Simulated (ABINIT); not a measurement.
# Phonons q calculation of Hf (part 1 of 2)

- system: Hf (2 atoms in the cell)
- method: Kohn-Sham DFT of a periodic cell, LDA, PseudoDojo NC SR LDA v0.4.1 standard, no spin polarisation (ABINIT 10.8.3)

The structure derives from an entry of the Crystallography Open Database.

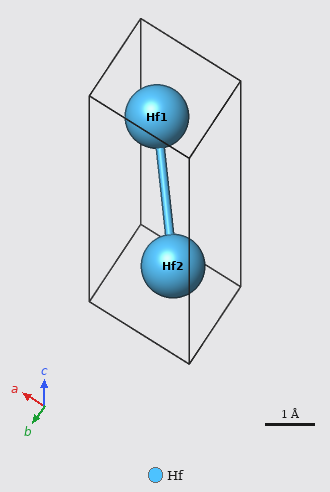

**Figure 1.** The structure as given in the input (ball-and-stick view of the cell of the calculation, seen at an oblique angle; atoms are numbered from 1 in the order of the input). An atom can appear more than once, as a periodic image.

### Key numbers

| quantity | value |
| --- | --- |
| outcome | converged |
| space group (tolerance 0.01 Å) | P6₃/mmc (194) |
| electrons treated | 24 |
| free energy | −3071.9171 eV |
| Fermi energy | 10.301 eV |
| gap on the k-point mesh | none (metallic) |
| pressure | −8.91 GPa |
| largest force (length of the vector) | under 0.001 eV/Å |
| hardware | 4 threads of Intel Xeon @ 2.50GHz (Skylake/Cascade Lake), 189 GiB of memory available, shared host |
| wall time | 40 min (CPU time 2.6 h) |
| peak memory | 1.9 GiB |

Further notes kept with the run: chneut/=0 not allowed with q/=0 => chneut reset to 0 locally; asr/=0 not allowed with q/=0 => asr reset to 0 locally. Spin–orbit coupling is left out, which matters for Hf. The cell is under a tension of 8.9 GPa at this level, so it is not at its equilibrium volume.

### Input
```
ndtset 3

pp_dirpath "./"
pseudos "Hf.upf"

acell 3*1.0 Angstrom
rprim
     3.1967000000     0.0000000000     0.0000000000
    -1.5983500000     2.7684234083     0.0000000000
     0.0000000000     0.0000000000     5.0578000000
ntypat 1
znucl 72
natom 2
typat 1 1
xred
            2/3            1/3            3/4
            1/3            2/3            1/4

ecut 26.0

ngkpt 12 12 6
nshiftk 1
shiftk 0.0 0.0 0.0

ixc 7

nband 20
occopt 7
tsmear 0.00734986

nstep 80

prteig 0
prtebands 0
prtwf 0
prtden 0
prtpot 0

kptopt1 1
tolvrs1 1.0e-15
prtwf1 1
tolwfr1 1.0e-14
nbdbuf1 4
nline1 6

rfphon2 1
rfatpol2 1 2
rfdir2 1 1 1
getwfk2 1
kptopt2 3
nqpt2 1
qpt2 1/2 0.0 0.0
tolvrs2 1.0e-8

rfphon3 1
rfatpol3 1 2
rfdir3 1 1 1
getwfk3 1
kptopt3 3
nqpt3 1
qpt3 1/3 1/3 0.0
tolvrs3 1.0e-8
```

Run as:
```bash
mpirun --bind-to none -np 4 abinit run.abi > log 2>&1
```

### The program's output
```
.Version 10.8.3 of ABINIT
 DATASET    1 : space group P6_3/m m c (#194); Bravais hP (primitive hexag.)
================================================================================
 Values of the parameters that define the memory need for DATASET  1.
     intxc =       0    ionmov =       0      iscf =       7    lmnmax =       8
     lnmax =       8     mgfft =      45  mpssoang =       4    mqgrid =    3001
     natom =       2  nloc_mem =       1    nspden =       1   nspinor =       1
    nsppol =       1      nsym =      24    n1xccc =    2501    ntypat =       1
    occopt =       7   xclevel =       1
       mpw =        1924          nfft =       40500          nkpt =          76
================================================================================
================================================================================

 DATASET    2 : space group P6_3/m m c (#194); Bravais hP (primitive hexag.)
================================================================================
 Values of the parameters that define the memory need for DATASET  2 (RF).
     intxc =       0      iscf =       7    lmnmax =       8     lnmax =       8
     mgfft =      45  mpssoang =       4    mqgrid =    3001     natom =       2
  nloc_mem =       1    nspden =       1   nspinor =       1    nsppol =       1
      nsym =      24    n1xccc =    2501    ntypat =       1    occopt =       7
   xclevel =       1
      nfft =       40500          nkpt =         864
================================================================================
================================================================================

 DATASET    3 : space group P6_3/m m c (#194); Bravais hP (primitive hexag.)
================================================================================
 Values of the parameters that define the memory need for DATASET  3 (RF).
     intxc =       0      iscf =       7    lmnmax =       8     lnmax =       8
     mgfft =      45  mpssoang =       4    mqgrid =    3001     natom =       2
  nloc_mem =       1    nspden =       1   nspinor =       1    nsppol =       1
      nsym =      24    n1xccc =    2501    ntypat =       1    occopt =       7
   xclevel =       1
      nfft =       40500          nkpt =         864
================================================================================
================================================================================

--------------------------------------------------------------------------------
------------- Echo of variables that govern the present computation ------------
--------------------------------------------------------------------------------
 -outvars: echo values of preprocessed input variables --------
            acell      1.8897261259E+00  1.8897261259E+00  1.8897261259E+00 Bohr
              amu      1.78490000E+02
             ecut      2.60000000E+01 Hartree
           getwfk1          0
           getwfk2          1
           getwfk3          1
                       outvar_i_n : Printing only first  50 k-points.
              ixc           7
           jdtset        1    2    3
                       outvar_i_n : Printing only first  50 k-points.
           kptopt1          1
           kptopt2          3
           kptopt3          3
         kptrlatt       12    0    0      0   12    0      0    0    6
          kptrlen      5.73471408E+01
            natom           2
            nband1         20
            nband2         20
            nband3         20
           nbdbuf1          4
           nbdbuf2          2
           nbdbuf3          2
           ndtset           3
            ngfft          30      30      45
             nkpt1         76
             nkpt2        864
             nkpt3        864
            nline1          6
            nline2          4
            nline3          4
             nqpt1          0
             nqpt2          1
             nqpt3          1
            nstep          80
             nsym          24
           ntypat           1
                       prtocc : prtvol=0, do not print more k-points.
                       prtocc : prtvol=0, do not print more k-points.
                       prtocc : prtvol=0, do not print more k-points.
           occopt           7
        optdriver1          0
        optdriver2          1
        optdriver3          1
           prtden           0
        prtebands           0
           prteig           0
            prtwf1          1
            prtwf2          0
            prtwf3          0
              qpt1     0.00000000E+00  0.00000000E+00  0.00000000E+00
              qpt2     5.00000000E-01  0.00000000E+00  0.00000000E+00
              qpt3     3.33333333E-01  3.33333333E-01  0.00000000E+00
           rfphon1          0
           rfphon2          1
           rfphon3          1
            rprim      3.1967000000E+00  0.0000000000E+00  0.0000000000E+00
                      -1.5983500000E+00  2.7684234083E+00  0.0000000000E+00
                       0.0000000000E+00  0.0000000000E+00  5.0578000000E+00
          spgroup         194
           tolvrs1     1.00000000E-15
           tolvrs2     1.00000000E-08
           tolvrs3     1.00000000E-08
           tolwfr1     1.00000000E-14
           tolwfr2     0.00000000E+00
           tolwfr3     0.00000000E+00
           tsmear      7.34986000E-03 Hartree
            typat      1  1
                       outvars : Printing only first  50 k-points.
           xangst      1.5983500000E+00  9.2280780277E-01  3.7933500000E+00
                      -2.9415272168E-16  1.8456156055E+00  1.2644500000E+00
            xcart      3.0204437533E+00  1.7438540141E+00  7.1683925997E+00
                      -5.5586808317E-16  3.4877080282E+00  2.3894641999E+00
             xred      6.6666666667E-01  3.3333333333E-01  7.5000000000E-01
                       3.3333333333E-01  6.6666666667E-01  2.5000000000E-01
            znucl       72.00000

================================================================================

 chkinp: Checking input parameters for consistency, jdtset=   1.

 chkinp: Checking input parameters for consistency, jdtset=   2.

 chkinp: Checking input parameters for consistency, jdtset=   3.

================================================================================
== DATASET  1 ==================================================================

--- !DatasetInfo
iteration_state: {dtset: 1, }
dimensions: {natom: 2, nkpt: 76, mband: 20, nsppol: 1, nspinor: 1, nspden: 1, mpw: 1924, }
cutoff_energies: {ecut:  26.0, pawecutdg:  -1.0, }
electrons: {nelect:   2.40000000E+01, charge:   0.00000000E+00, occopt:   7.00000000E+00, tsmear:   7.34986000E-03, }
meta: {optdriver: 0, ionmov: 0, optcell: 0, iscf: 7, paral_kgb: 0, }
...

 Exchange-correlation functional for the present dataset will be:
  LDA: Perdew-Wang 92 LSD fit to Ceperley-Alder data - ixc=7
  J.P.Perdew and Y.Wang, PRB 45, 13244 (1992)

 Real(R)+Recip(G) space primitive vectors, cartesian coordinates (Bohr,Bohr^-1):
 R(1)=  6.0408875  0.0000000  0.0000000  G(1)=  0.1655386  0.0955737  0.0000000
 R(2)= -3.0204438  5.2315620  0.0000000  G(2)=  0.0000000  0.1911475  0.0000000
 R(3)=  0.0000000  0.0000000  9.5578568  G(3)=  0.0000000  0.0000000  0.1046260
 Unit cell volume ucvol=  3.0205960E+02 bohr^3
 Angles (23,13,12)=  9.00000000E+01  9.00000000E+01  1.20000000E+02 degrees

 getcut: wavevector=  0.0000  0.0000  0.0000  ngfft=  30  30  45
         ecut(hartree)=     26.000   => boxcut(ratio)=   2.00558

--- Pseudopotential description ------------------------------------------------
- pspini: atom type   1  psp file is ./Hf.upf
  72.00000  12.00000  180309                  znucl, zion, pspdat
12 -1012 3 -1 1618                            pspcod,pspxc,lmax,lloc,mmax
     nproj     2     2     2     2

   1.05304316E+03                                ecore*ucvol(ha*bohr**3)
--------------------------------------------------------------------------------

================================================================================

--- !BeginCycle
iteration_state: {dtset: 1, }
solver: {iscf: 7, nstep: 80, nline: 6, wfoptalg: 0, }
tolerances: {tolwfr: 1.00E-14, tolvrs: 1.00E-15, }
...

     iter   Etot(hartree)      deltaE(h)  residm     vres2
 ETOT  1  -112.84472435143    -1.128E+02 3.895E-02 1.945E+01
 ETOT  2  -112.89059849679    -4.587E-02 7.330E-06 8.993E-01
 ETOT  3  -112.89087160975    -2.731E-04 8.003E-06 1.572E-03
 ETOT  4  -112.89087207697    -4.672E-07 1.103E-08 1.949E-05
 ETOT  5  -112.89087208164    -4.669E-09 8.243E-11 9.460E-08
 ETOT  6  -112.89087208166    -1.634E-11 3.343E-13 2.562E-09
 ETOT  7  -112.89087208166    -1.165E-12 2.054E-14 2.675E-11
 ETOT  8  -112.89087208166     1.279E-13 8.347E-15 4.433E-13
 ETOT  9  -112.89087208166    -4.121E-13 8.428E-15 4.689E-15
 ETOT 10  -112.89087208166     4.547E-13 8.447E-15 1.094E-16

 At SCF step   10  max residual=  8.45E-15 < tolwfr=  1.00E-14 AND vres2   =  1.09E-16 < tolvrs=  1.00E-15 =>converged.

 Cartesian components of stress tensor (hartree/bohr^3)
  sigma(1 1)=  3.00167293E-04  sigma(3 2)=  0.00000000E+00
  sigma(2 2)=  3.00167293E-04  sigma(3 1)=  0.00000000E+00
  sigma(3 3)=  3.08660237E-04  sigma(2 1)=  0.00000000E+00

--- !ResultsGS
iteration_state: {dtset: 1, }
comment   : Summary of ground state results
lattice_vectors:
- [  6.0408875,   0.0000000,   0.0000000, ]
- [ -3.0204438,   5.2315620,   0.0000000, ]
- [  0.0000000,   0.0000000,   9.5578568, ]
lattice_lengths: [   6.04089,    6.04089,    9.55786, ]
lattice_angles: [ 90.000,  90.000, 120.000, ] # degrees, (23, 13, 12)
lattice_volume:   3.0205960E+02
convergence: {deltae:  4.547E-13, res2:  1.094E-16, residm:  8.447E-15, diffor: null, }
etotal    :  -1.12890872E+02
entropy   :   0.00000000E+00
fermie    :   3.78559814E-01
cartesian_stress_tensor: # hartree/bohr^3
- [  3.00167293E-04,   0.00000000E+00,   0.00000000E+00, ]
- [  0.00000000E+00,   3.00167293E-04,   0.00000000E+00, ]
- [  0.00000000E+00,   0.00000000E+00,   3.08660237E-04, ]
pressure_GPa:  -8.9145E+00
xred      :
- [  6.6667E-01,   3.3333E-01,   7.5000E-01, Hf]
- [  3.3333E-01,   6.6667E-01,   2.5000E-01, Hf]
cartesian_forces: # hartree/bohr
- [  1.11434173E-29,  -1.93009650E-29,   2.88481902E-26, ]
- [ -1.11434173E-29,   1.93009650E-29,  -2.88481902E-26, ]
force_length_stats: {min:   2.88481988E-26, max:   2.88481988E-26, mean:   2.88481988E-26, }
...

 Integrated electronic density in atomic spheres:
 ------------------------------------------------
 Atom  Sphere_radius  Integrated_density
    1        2.00000          8.42491457
    2        2.00000          8.42491457
================================================================================

 ----iterations are completed or convergence reached----

 Mean square residual over all n,k,spin=   22.655E-16; max=  84.469E-16
 reduced coordinates (array xred) for    2 atoms
       0.666666666667      0.333333333333      0.750000000000
       0.333333333333      0.666666666667      0.250000000000
 rms dE/dt=  1.5919E-25; max dE/dt=  2.7573E-25; dE/dt below (all hartree)
    1      -0.000000000000      0.000000000000     -0.000000000000
    2       0.000000000000     -0.000000000000      0.000000000000

 cartesian coordinates (angstrom) at end:
    1      1.59835000000000     0.92280780276667     3.79335000000000
    2     -0.00000000000000     1.84561560553333     1.26445000000000

 cartesian forces (hartree/bohr) at end:
    1      0.00000000000000    -0.00000000000000     0.00000000000000
    2     -0.00000000000000     0.00000000000000    -0.00000000000000
 frms,max,avg= 1.6655515E-26 2.8848190E-26   0.000E+00  0.000E+00  0.000E+00 h/b

 cartesian forces (eV/Angstrom) at end:
    1      0.00000000000000    -0.00000000000000     0.00000000000000
    2     -0.00000000000000     0.00000000000000    -0.00000000000000
 frms,max,avg= 8.5646103E-25 1.4834336E-24   0.000E+00  0.000E+00  0.000E+00 e/A
 length scales=  1.889726125908  1.889726125908  1.889726125908 bohr
              =  1.000000000000  1.000000000000  1.000000000000 angstroms
 Fermi (or HOMO) energy (hartree) =   0.37856   Average Vxc (hartree)=  -0.44099
 Eigenvalues (hartree) for nkpt=  76  k points:
 kpt#   1, nband= 20, wtk=  0.00116, kpt=  0.0000  0.0000  0.0000 (reduced coord)
  -1.89620   -1.89357   -0.76137   -0.73401   -0.73401   -0.72926   -0.72926   -0.72917
   0.10836    0.24202    0.40627    0.41991    0.41991    0.43015    0.44973    0.44973
   0.47272    0.47272    0.57231    0.57231
      occupation numbers for kpt#   1
   2.00000    2.00000    2.00000    2.00000    2.00000    2.00000    2.00000    2.00000
   2.00000    2.00000    0.00000    0.00000    0.00000    0.00000    0.00000    0.00000
   0.00000    0.00000    0.00000    0.00000
 prteigrs : prtvol=0 or 1, do not print more k-points.

--- !EnergyTerms
iteration_state     : {dtset: 1, }
comment             : Components of total free energy in Hartree
kinetic             :  2.89257192828725E+01
hartree             :  1.42031005392559E+01
xc                  : -2.82395243393342E+01
Ewald energy        : -7.80846831566812E+01
psp_core            :  3.48620982265766E+00
local_psp           : -5.82590012014628E+01
non_local_psp       :  5.07859399223887E+00
internal            : -1.12889585060453E+02
'-kT*entropy'       : -1.28702120340392E-03
total_energy        : -1.12890872081657E+02
total_energy_eV     : -3.07191712385960E+03
band_energy         : -1.40952481531193E+01
...

 Cartesian components of stress tensor (hartree/bohr^3)
  sigma(1 1)=  3.00167293E-04  sigma(3 2)=  0.00000000E+00
  sigma(2 2)=  3.00167293E-04  sigma(3 1)=  0.00000000E+00
  sigma(3 3)=  3.08660237E-04  sigma(2 1)=  0.00000000E+00

-Cartesian components of stress tensor (GPa)         [Pressure= -8.9145E+00 GPa]
- sigma(1 1)=  8.83122665E+00  sigma(3 2)=  0.00000000E+00
- sigma(2 2)=  8.83122664E+00  sigma(3 1)=  0.00000000E+00
- sigma(3 3)=  9.08109768E+00  sigma(2 1)=  0.00000000E+00

================================================================================
== DATASET  2 ==================================================================

--- !DatasetInfo
iteration_state: {dtset: 2, }
dimensions: {natom: 2, nkpt: 864, mband: 20, nsppol: 1, nspinor: 1, nspden: 1, mpw: 1924, }
cutoff_energies: {ecut:  26.0, pawecutdg:  -1.0, }
electrons: {nelect:   2.40000000E+01, charge:   0.00000000E+00, occopt:   7.00000000E+00, tsmear:   7.34986000E-03, }
meta: {optdriver: 1, rfphon: 1, }
...

 mkfilename : getwfk/=0, take file _WFK from output of DATASET   1.
```
